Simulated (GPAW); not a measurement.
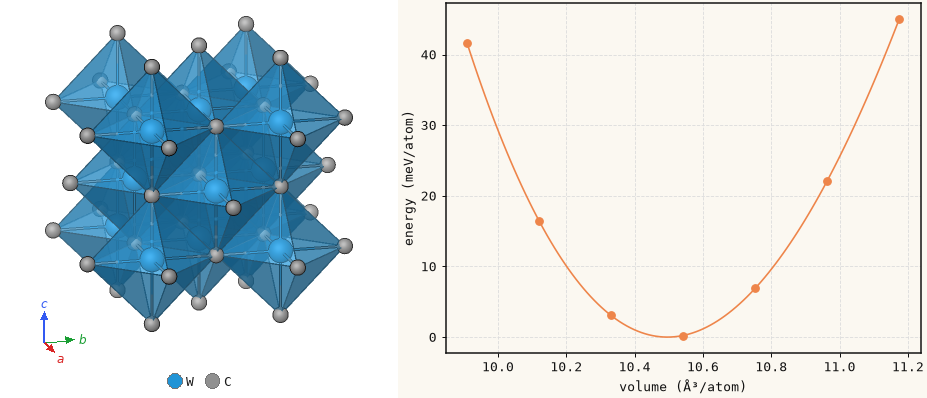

The picture above shows the energy against volume for WC, space group Fm-3m (No. 225). The conventional cell is drawn beside the plot.

Structure:
```
CELL_PARAMETERS angstrom
0.00000 2.19268 2.19268
2.19268 0.00000 2.19268
2.19268 2.19268 0.00000
ATOMIC_POSITIONS crystal
W 0.00000 0.00000 0.00000
C 0.50000 0.50000 0.50000
```

Method: PAW DFT in plane waves, on a grid or in atomic orbitals, no spin polarisation; energies at scaled volumes of the given cell, shape and fractions fixed, counted from the fit's minimum, third-order Birch-Murnaghan fit (GPAW 26.7.0). Level: PBE.

k mesh 10×10×10; occupations Fermi–Dirac; smearing width 0.05 eV; potentials GPAW PAW data sets (gpaw data 1.2.1); wave cutoff 800 eV; program settings basis pw.

From this curve and the settings, what does the calculation give for the pressure at the same points?

The pressure falls from 23.69 GPa at volume 9.91 Å³/atom to −20.31 GPa at 11.17 Å³/atom, and changes sign near 10.49 Å³/atom.

```
volume (Å³/atom)  pressure (GPa)
            9.91           23.69
           10.12           14.26
           10.33            5.80
           10.54           -1.81
           10.75           -8.65
           10.96          -14.79
           11.17          -20.31
```
